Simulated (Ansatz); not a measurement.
**TaN: a changed input and its effect**

System: TaN (6 atoms in the cell).
Method of the first run: DFT PBEsol+U, scalar-relativistic, plane waves, PAW, Ueff = 7 eV on Ta atom 1 d; Ueff = 7 eV on Ta atom 2 d; Ueff = 7 eV on Ta atom 3 d, spin-polarised (Ansatz 0.2.0).

The structure derives from an entry of the Crystallography Open Database. Text and figures count atoms from 1; the logs count them from 0 in places.

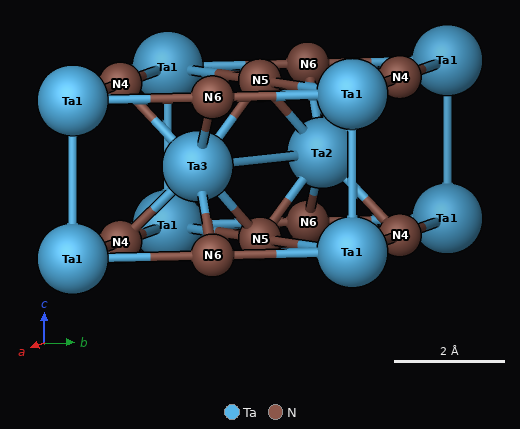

Fig. 1: The input geometry (ball-and-stick view of the cell of the calculation, seen slightly off an axis; atoms are numbered from 1 in the order of the input).

### Input, the first run
```yaml
crystal:
  lattice:
    - [5.1850002, 0.0, 0.0]
    - [-2.5925001, 4.49034189, 0.0]
    - [0.0, 0.0, 2.90800053]
  atoms:
    - { symbol: Ta, position: [0.0, 0.0, 0.0], spin: 0.97 }
    - { symbol: Ta, position: [0.3333333333, 0.6666666667, 0.5], spin: -2.0 }
    - { symbol: Ta, position: [0.6666666667, 0.3333333333, 0.5], spin: 2.0 }
    - { symbol: "N", position: [0.5, 0.0, 0.0] }
    - { symbol: "N", position: [0.5, 0.5, 0.0] }
    - { symbol: "N", position: [0.0, 0.5, 0.0] }
basis:
  ecutwfc: 420
  ecutrho_ratio: 4
kpoints:
  mp_grid: { grid: [4, 4, 7] }
hamiltonian:
  xc: pbesol
  hubbard:
    sites:
      - { site: 0, l: d, u_eff: 7.0, starting_ns: [{ spin: up, occupation_matrix: s0up }, { spin: down, occupation_matrix: s0down }] }
      - { site: 1, l: d, u_eff: 7.0, starting_ns: [{ spin: up, occupation_matrix: s1up }, { spin: down, occupation_matrix: s1down }] }
      - { site: 2, l: d, u_eff: 7.0, starting_ns: [{ spin: up, occupation_matrix: s2up }, { spin: down, occupation_matrix: s2down }] }
    occupation_matrices:
      s0up:
        matrix:
          - [0.02, 0.0, 0.0, 0.0, 0.0]
          - [0.0, 0.97, 0.0, 0.0, 0.0]
          - [0.0, 0.0, 0.97, 0.0, 0.0]
          - [0.0, 0.0, 0.0, 0.02, 0.0]
          - [0.0, 0.0, 0.0, 0.0, 0.02]
      s0down:
        matrix:
          - [0.02, 0.0, 0.0, 0.0, 0.0]
          - [0.0, 0.02, 0.0, 0.0, 0.0]
          - [0.0, 0.0, 0.02, 0.0, 0.0]
          - [0.0, 0.0, 0.0, 0.02, 0.0]
          - [0.0, 0.0, 0.0, 0.0, 0.02]
      s1up:
        matrix:
          - [0.02, 0.0, 0.0, 0.0, 0.0]
          - [0.0, 0.02, 0.0, 0.0, 0.0]
          - [0.0, 0.0, 0.02, 0.0, 0.0]
          - [0.0, 0.0, 0.0, 0.02, 0.0]
          - [0.0, 0.0, 0.0, 0.0, 0.02]
      s1down:
        matrix:
          - [0.97, 0.0, 0.0, 0.0, 0.0]
          - [0.0, 0.02, 0.0, 0.0, 0.0]
          - [0.0, 0.0, 0.97, 0.0, 0.0]
          - [0.0, 0.0, 0.0, 0.02, 0.0]
          - [0.0, 0.0, 0.0, 0.0, 0.02]
      s2up:
        matrix:
          - [0.97, 0.0, 0.0, 0.0, 0.0]
          - [0.0, 0.02, 0.0, 0.0, 0.0]
          - [0.0, 0.0, 0.97, 0.0, 0.0]
          - [0.0, 0.0, 0.0, 0.02, 0.0]
          - [0.0, 0.0, 0.0, 0.0, 0.02]
      s2down:
        matrix:
          - [0.02, 0.0, 0.0, 0.0, 0.0]
          - [0.0, 0.02, 0.0, 0.0, 0.0]
          - [0.0, 0.0, 0.02, 0.0, 0.0]
          - [0.0, 0.0, 0.0, 0.02, 0.0]
          - [0.0, 0.0, 0.0, 0.0, 0.02]
    ns_hold: { iters: 8 }
scf:
  occupations: { method: gaussian, width: 0.05 }
  lower_state_search: "off"
  max_iter: 150
output:
  forces: true
  stress: true
  eigenvalues: true
  populations: true
  hubbard: { sites: [{ site: 0, l: d }, { site: 1, l: d }, { site: 2, l: d }] }
magnetization:
  spin_polarized: true
  spin_locking: { lock_spins: true, n_iters: 12 }
```

Launched with:
```bash
ansatz run input.yaml --threads 4 --pin off --max-ram 6144MiB --backend cpu --events-out ev --progress --plain --runs-dir out
```

Hardware: 4 threads of Arm Neoverse V2, 24 GiB of memory available, shared host.

### Output, shortened to warnings, some set-up lines, iterations and results (the first run)
```
Warning: crystal.symmetry: narrowed to the stabiliser of the occupation matrices — unitary ops 12 → 4; lowered by the specified shells (site 1, l: d), (site 2, l: d); largest admitted image defect 4.4e-16, smallest excluded 7.1e-1 — at a splitting's scale: the group the occupation matrices' own texture admits
Warning: output.stress: scf.convergence.dr2_threshold = 1e-7 eV (the SCF's general default) is looser than the 6e-10 eV advised for a printed stress (1e-10 eV for each atom of the cell: 6). What an SCF threshold leaves in a stress goes as its square root, and in the free energy as the threshold itself, and one threshold admits the most on a small cell: of the crystals measured, under no hybrid …
WARN: hamiltonian.hubbard: on 2 of 6 specified blocks the occupation matrix of this SCF's result fails the test of the specified filling. At site 1 ↓ (sites count from 0 in the list of atoms of the cell that this SCF solves) the least filled combination of the orbitals specified full has occupation 0.324, and the fullest combination of the orbitals specified empty has occupation 0.373; the …
Basis set: ecut = 420 eV, 1287 PW (Γ), exchange–correlation on 72×72×40 points (8 copies of the dense FFT grid, shifted against one another)
Symmetry: 4 space group operations
k-points: 28 of 112 (time reversal used)
Initial density: superposition of atomic densities (chi_scale 0.1, normalization cell, long waves kept (reshape's long-wave potential 0.02 eV rms))
[...]
SCF iter   1: F=—  HF=-30529.346207 eV  |F-HF|=—  |Δ(HF+E_count)|=         —  Δρ=8.04e-2 (↑8.04e-2 ↓7.25e-2)  dr2=9.19e0  dr2_m=1.59e0  M=1.714 μB ∫|m|=4.242 μB  β_m=0.30  …
SCF iter   2: F=—  HF=-30527.982644 eV  |F-HF|=—  |Δ(HF+E_count)|=    1.36e0  Δρ=4.99e-2 (↑4.99e-2 ↓4.31e-2)  dr2=2.48e0  dr2_m=7.14e-1  M=1.679 μB ∫|m|=4.515 μB  β_m=0.47  …
SCF iter   3: F=—  HF=-30528.472534 eV  |F-HF|=—  |Δ(HF+E_count)|=   4.90e-1  Δρ=1.63e-2 (↑1.63e-2 ↓1.43e-2)  dr2=2.26e-1  dr2_m=6.42e-2  M=1.679 μB ∫|m|=4.877 μB  β_m=0.67  …
SCF iter   4: F=—  HF=-30528.701670 eV  |F-HF|=—  |Δ(HF+E_count)|=   2.29e-1  Δρ=1.65e-3 (↑1.65e-3 ↓1.65e-3)  dr2=3.61e-3  dr2_m=5.85e-4  M=1.681 μB ∫|m|=4.981 μB  β_m=0.75  …
SCF iter   5: F=—  HF=-30528.678120 eV  |F-HF|=—  |Δ(HF+E_count)|=   2.35e-2  Δρ=5.72e-4 (↑5.36e-4 ↓5.72e-4)  dr2=5.34e-4  dr2_m=4.01e-5  M=1.682 μB ∫|m|=4.992 μB  β_m=0.79  …
[... 23 lines ...]
SCF iter  29: F=—  HF=-30536.747678 eV  |F-HF|=—  |Δ(HF+E_count)|=   3.09e-5  Δρ=3.33e-5 (↑3.33e-5 ↓3.31e-5)  dr2=3.73e-6  dr2_m=7.56e-8  M=1.018 μB ∫|m|=1.930 μB  β_m=0.98  …
SCF iter  30: F=—  HF=-30536.747680 eV  |F-HF|=—  |Δ(HF+E_count)|=   2.30e-6  Δρ=1.25e-5 (↑8.31e-6 ↓1.25e-5)  dr2=3.43e-7  dr2_m=1.13e-8  M=1.018 μB ∫|m|=1.929 μB  β_m=0.99  …
SCF iter  31: F=-30536.747680 eV  HF=-30536.747680 eV  |F-HF|=6.56e-9  |Δ(HF+E_count)|=   1.93e-7  Δρ=4.83e-6 (↑2.30e-6 ↓4.83e-6)  dr2=2.04e-8  dr2_m=4.84e-9  M=1.018 μB …
SCF iter  32: F=-30536.747680 eV  HF=-30536.747680 eV  |F-HF|=2.20e-9  |Δ(HF+E_count)|=   3.80e-8  Δρ=1.67e-6 (↑1.67e-6 ↓1.07e-6)  dr2=1.11e-9  dr2_m=1.06e-9  M=1.018 μB …
SCF 1 converged in 32 iterations: F = -30536.747680 eV  dr2 = 1.11e-9
SCF converged after 32 iterations
Magnetization: 1.0177 μB (27.5088 up, 26.4912 down)
Absolute magnetization: 1.9293 μB (∫|ρ↑−ρ↓|, with the PAW one-centre terms)
Spin contamination: 0.3037 ħ² per cell (⟨S²⟩ above its minimum at these occupations)
Per-site moments (μB) at R_I (Å): [(0.9675811479321326, 1.0694062910323965), (-0.10378202774173588, 0.8607787870202446), (-0.10372695742320003, 0.8607787870202446), (0.017349315043071134, 0.8607787870202446), (0.017349652239278306, 0.8607787870202448), (0.017349652239278163, 0.8607787870202446)]
--- Magnetisation constraints (ε_frz = 1.0e-4 eV) ---
  site  kind      target   achieved (μB)  |Δ|max (μB)  g (eV/μB)  λ_eff  esc  ok  flags
  0     per_site  +0.9700  +0.9676        2.42e-3      -0.00e0    0.000  0    —   released
  1     per_site  -2.0000  -0.1038        1.90e0       +0.00e0    0.000  0    —   released
  2     per_site  +2.0000  -0.1037        2.10e0       -0.00e0    0.000  0    —   released
Free energy (F): -30536.747680 eV
Harris-Foulkes:  -30536.747680 eV  (|F-HF|=2.20e-9)
Internal energy: -30536.746086 eV  (E = F + TS)
E sigma→0 (E₀):  -30536.746883 eV
Entropy (-TS):   -0.001594 eV (-0.266 meV/atom)
Fermi energy:    20.063036 eV
--- Per-component energies (eV) ---
  E_band       = -210.157396
  E_kinetic    = 1504.920993
  E_local      = -2072.109331  (includes V_loc(G=0)·N_el)
  E_nonlocal   = 188.582673
  E_hartree    = 707.031130
  E_xc         = -834.454761
  E_vxc        = -845.943045  (∫ρ·V_xc dr)
  E_hubbard    = 20.950680  (on-site DFT+U / exact-exchange correction)
  E_vhub       = 4.661460  (the Hubbard potential's part of the band-sum identity)
  E_paw        = -25186.193483  (= ΣΔE_a)
  E_vpaw       = -404.332935  (= ΣTr[D̂ρ^β])
  E_aug_tail   = 0.000851  (compensation charges beyond the density's cutoff)
  E_ewald      = -4866.200074
  E_core_change = 0.725236  (= ΣΔE_core)
  E_smearing   = -0.001594  (= −TS)
  E_closure    = 0.000000  (closes the sum)
  Σ components = -30536.747680   (vs F -30536.747680, Δ=0.00e0)
--- Specified on-site occupations, and those of the state reported ---
  electrons in the specified blocks: 6.3000 specified, 10.6400 found
  site 2 (l=d) ↑: largest change of an orbital's occupation 0.6478; electrons 2.0000 specified, 1.6083 found; spectral distance 0.9975
  site 1 (l=d) ↓: largest change of an orbital's occupation 0.6460; electrons 2.0000 specified, 1.8483 found; spectral distance 0.9655
  site 2 (l=d) ↓: largest change of an orbital's occupation 0.4338; electrons 0.1000 specified, 1.8482 found; spectral distance 0.7890
  site 0 (l=d) ↑: largest change of an orbital's occupation 0.4084; electrons 2.0000 specified, 2.5756 found; spectral distance 0.4570
[...]
```

For the second run the input was changed thus:
```diff
-    - { symbol: Ta, position: [0.0, 0.0, 0.0], spin: 0.97 }
+    - { symbol: Ta, position: [0.0, 0.0, 0.0], spin: 2.0 }
-  spin_locking: { lock_spins: true, n_iters: 12 }
+  spin_locking: { lock_directions: true }
```

How does the second run compare with the first run?

The total moment is fixed by the input in the first run and the second run, so the state need not be the lowest. With the same functional and potentials, the second run lies 2.1 meV per atom higher. The largest force goes from 0.000 to 0.043 eV/Å. On the same kind of shared host the second run took about 1.5 times as long.

### Output, shortened to warnings, some set-up lines, iterations and results (the second run)
```
Warning: crystal.symmetry: narrowed to the stabiliser of the occupation matrices — unitary ops 12 → 4; lowered by the specified shells (site 1, l: d), (site 2, l: d); largest admitted image defect 4.4e-16, smallest excluded 7.1e-1 — at a splitting's scale: the group the occupation matrices' own texture admits
Warning: output.stress: scf.convergence.dr2_threshold = 1e-7 eV (the SCF's general default) is looser than the 6e-10 eV advised for a printed stress (1e-10 eV for each atom of the cell: 6). What an SCF threshold leaves in a stress goes as its square root, and in the free energy as the threshold itself, and one threshold admits the most on a small cell: of the crystals measured, under no hybrid …
Warning: output.stress: the lock of the moments that magnetization.spin_locking holds to the close lets an SCF meet its threshold on dr2 anywhere within the lock's freeze window, and the stress can move with the moments there: no threshold on dr2 bounds that. The window is the square root of the freeze energy over magnetization.spin_locking.lambda. Set magnetization.spin_locking.freeze_energy_tol …
WARN: hamiltonian.hubbard: on 2 of 6 specified blocks the occupation matrix of this SCF's result fails the test of the specified filling. At site 1 ↓ (sites count from 0 in the list of atoms of the cell that this SCF solves) the least filled combination of the orbitals specified full has occupation 0.325, and the fullest combination of the orbitals specified empty has occupation 0.391; the …
Basis set: ecut = 420 eV, 1287 PW (Γ), exchange–correlation on 72×72×40 points (8 copies of the dense FFT grid, shifted against one another)
Symmetry: 4 space group operations
k-points: 28 of 112 (time reversal used)
Initial density: superposition of atomic densities (chi_scale 0.1, normalization cell, long waves kept (reshape's long-wave potential 0.02 eV rms))
[...]
SCF iter   1: F=-30524.239584 eV  HF=-30531.293335 eV  |F-HF|=7.05e0  |Δ(HF+E_count)|=         —  Δρ=8.76e-2 (↑8.76e-2 ↓8.08e-2)  dr2=9.92e0  dr2_m=2.24e0  M=1.464 μB …
SCF iter   2: F=-30528.260228 eV  HF=-30529.632389 eV  |F-HF|=1.37e0  |Δ(HF+E_count)|=    1.66e0  Δρ=5.56e-2 (↑5.56e-2 ↓5.03e-2)  dr2=2.68e0  dr2_m=1.08e0  M=1.675 μB …
SCF iter   3: F=-30529.275927 eV  HF=-30529.312624 eV  |F-HF|=3.67e-2  |Δ(HF+E_count)|=   3.20e-1  Δρ=1.73e-2 (↑1.73e-2 ↓1.53e-2)  dr2=1.96e-1  dr2_m=9.27e-2  M=1.679 μB …
SCF iter   4: F=-30529.315635 eV  HF=-30529.318629 eV  |F-HF|=2.99e-3  |Δ(HF+E_count)|=   6.01e-3  Δρ=1.79e-3 (↑1.79e-3 ↓1.57e-3)  dr2=6.64e-3  dr2_m=2.99e-4  M=1.679 μB …
SCF iter   5: F=-30529.318319 eV  HF=-30529.318306 eV  |F-HF|=1.30e-5  |Δ(HF+E_count)|=   3.24e-4  Δρ=7.52e-4 (↑7.52e-4 ↓7.50e-4)  dr2=7.34e-4  dr2_m=8.66e-5  M=1.679 μB …
[... 38 lines ...]
SCF iter  44: F=-30536.735051 eV  HF=-30536.735050 eV  |F-HF|=9.59e-7  |Δ(HF+E_count)|=   2.05e-4  Δρ=2.47e-5 (↑1.33e-5 ↓2.47e-5)  dr2=2.13e-7  dr2_m=1.79e-7  M=1.018 μB …
SCF iter  45: F=-30536.735131 eV  HF=-30536.735131 eV  |F-HF|=6.06e-8  |Δ(HF+E_count)|=   8.08e-5  Δρ=1.30e-5 (↑8.62e-6 ↓1.30e-5)  dr2=2.61e-7  dr2_m=2.67e-8  M=1.018 μB …
SCF iter  46: F=-30536.735166 eV  HF=-30536.735166 eV  |F-HF|=4.98e-8  |Δ(HF+E_count)|=   3.54e-5  Δρ=7.36e-6 (↑7.36e-6 ↓5.29e-6)  dr2=8.01e-8  dr2_m=7.30e-9  M=1.018 μB …
SCF iter  47: F=-30536.735182 eV  HF=-30536.735182 eV  |F-HF|=2.75e-9  |Δ(HF+E_count)|=   1.54e-5  Δρ=1.60e-6 (↑1.60e-6 ↓1.38e-6)  dr2=9.53e-10  dr2_m=1.21e-9  M=1.018 μB …
SCF 1 converged in 47 iterations: F = -30536.735182 eV  dr2 = 9.53e-10
this state was not tested for a lower state beside it, because a magnetisation constraint still acts at the end of the SCF (magnetization_constraint; see scf.lower_state_search)
SCF converged after 47 iterations
Magnetization: 1.0179 μB (27.5089 up, 26.4911 down)
Absolute magnetization: 1.8920 μB (∫|ρ↑−ρ↓|, with the PAW one-centre terms)
Spin contamination: 0.3119 ħ² per cell (⟨S²⟩ above its minimum at these occupations)
Per-site moments (μB) at R_I (Å): [(0.9490169859590093, 1.0694062910323965), (-0.1653322921104798, 0.8607787870202446), (0.0028048871447729344, 0.8607787870202446), (0.004499998899667057, 0.8607787870202446), (0.004499977916333593, 0.8607787870202448), (0.00449997791633346, 0.8607787870202446)]
--- Magnetisation constraints (ε_frz = 1.0e-4 eV) ---
  site  kind           target                            achieved (μB)             |Δ|max (μB)  g (eV/μB)                  λ_eff  esc  ok   flags
  0     per_site_axis  ê (+0.000, +0.000, +1.000) ≥0.00  (+0.000, +0.000, +0.949)  0.00e0       (+0.0e0, +0.0e0, +0.0e0)   1.000  0    yes
  1     per_site_axis  ê (+0.000, +0.000, -1.000) ≥0.00  (+0.000, +0.000, -0.165)  0.00e0       (+0.0e0, +0.0e0, +0.0e0)   1.000  0    yes
  2     per_site_axis  ê (+0.000, +0.000, +1.000) ≥0.00  (+0.000, +0.000, +0.003)  2.80e-3      (+0.0e0, +0.0e0, -2.4e-1)  1.000  0    yes  floor-active
Free energy (F): -30536.735182 eV
Harris-Foulkes:  -30536.735182 eV  (|F-HF|=2.75e-9)
Internal energy: -30536.733052 eV  (E = F + TS)
E sigma→0 (E₀):  -30536.734117 eV
Entropy (-TS):   -0.002130 eV (-0.355 meV/atom)
Fermi energy:    20.135632 eV
--- Per-component energies (eV) ---
  E_band       = -210.202311
  E_kinetic    = 1504.891263
  E_local      = -2072.027679  (includes V_loc(G=0)·N_el)
  E_nonlocal   = 188.582011
  E_hartree    = 706.963745
  E_xc         = -834.438955
  E_vxc        = -845.922298  (∫ρ·V_xc dr)
  E_hubbard    = 20.961663  (on-site DFT+U / exact-exchange correction)
  E_vhub       = 4.676832  (the Hubbard potential's part of the band-sum identity)
  E_paw        = -25186.191116  (= ΣΔE_a)
  E_vpaw       = -404.329992  (= ΣTr[D̂ρ^β])
  E_aug_tail   = 0.000852  (compensation charges beyond the density's cutoff)
  E_constr_dc  = -0.000681  (∫m·b dr)
  E_ewald      = -4866.200074
  E_core_change = 0.725236  (= ΣΔE_core)
  E_smearing   = -0.002130  (= −TS)
  E_closure    = 0.000004  (closes the sum)
  E_penalty    = -0.000688  (constraint; not in F)
  Σ components = -30536.735182   (vs F -30536.735182, Δ=0.00e0)
--- Specified on-site occupations, and those of the state reported ---
  electrons in the specified blocks: 6.3000 specified, 10.6419 found
[...]
```

### The two runs side by side

| quantity | the first run | the second run |
| --- | --- | --- |
| outcome | converged | converged |
| free energy per atom (eV) | −5089.4579 | −5089.4559 |
| gap on the mesh (eV) | 0.00 | 0.00 |
| net moment of the cell (μB) | 1.02 | 1.02 |
| absolute moment of the cell (μB) | 1.93 | 1.89 |
| pressure (GPa) | 16.54 | 16.47 |
| largest force (eV/Å) | 0.000 | 0.043 |
| irreducible k-points | 28 | 28 |
| plane waves at Γ | 1287 | 1287 |
| wall time (shared host) | 14 s | 22 s |

For both runs: Spin–orbit coupling is left out, which matters for Ta. For the first run: Warnings: the typed occupations were not kept; the SCF threshold is looser than advised for the printed stress; the occupation matrices lower the symmetry. For the second run: Warnings: the typed occupations were not kept; the state was not tested for a lower one; the SCF threshold is looser than advised for the printed stress; the occupation matrices lower the symmetry.
